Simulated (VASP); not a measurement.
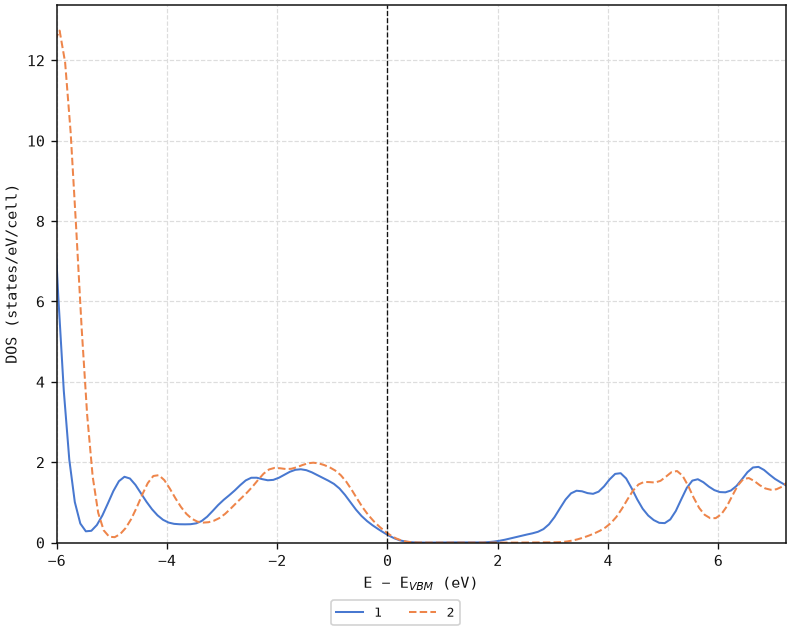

Total densities of states of zincblende ZnSe, space group F-43m, 2 atoms in the primitive cell (cubic a = 5.640 Å), by two methods on the same cell. The DOS curves are built from the levels of the k mesh with Gaussians 0.55 eV wide, which also blur the band edges; ripples of that width can come from the mesh. Each is counted from its own valence-band top.

### Which curve is which? The methods: PBEsol, TB-mBJ.

1 is PBEsol; 2 is TB-mBJ. PBEsol gives a gap of 1.23 eV and TB-mBJ gives a gap of 2.82 eV.

Settings. PBEsol: VASP PAW PBE potentials, release 64 (Zn, Se), no spin polarisation, no spin-orbit coupling, 8×8×8 k mesh, 520 eV cutoff, Gaussian smearing of 0.02 eV (VASP). TB-mBJ: VASP PAW PBE potentials, release 64 (Zn, Se), no spin polarisation, no spin-orbit coupling, 8×8×8 k mesh, 520 eV cutoff, Gaussian smearing of 0.02 eV (VASP 6.6.1).

Gaps are the smallest over all k points computed. The PAW data sets were made with another functional. Spin-orbit coupling is left out, which matters for Se. The cell was derived from a database entry in an earlier step, so it needn't be the measured one. LDA, GGA and most meta-GGA functionals understate gaps. TB-mBJ: this is a model potential built to give gaps, with no total energy.
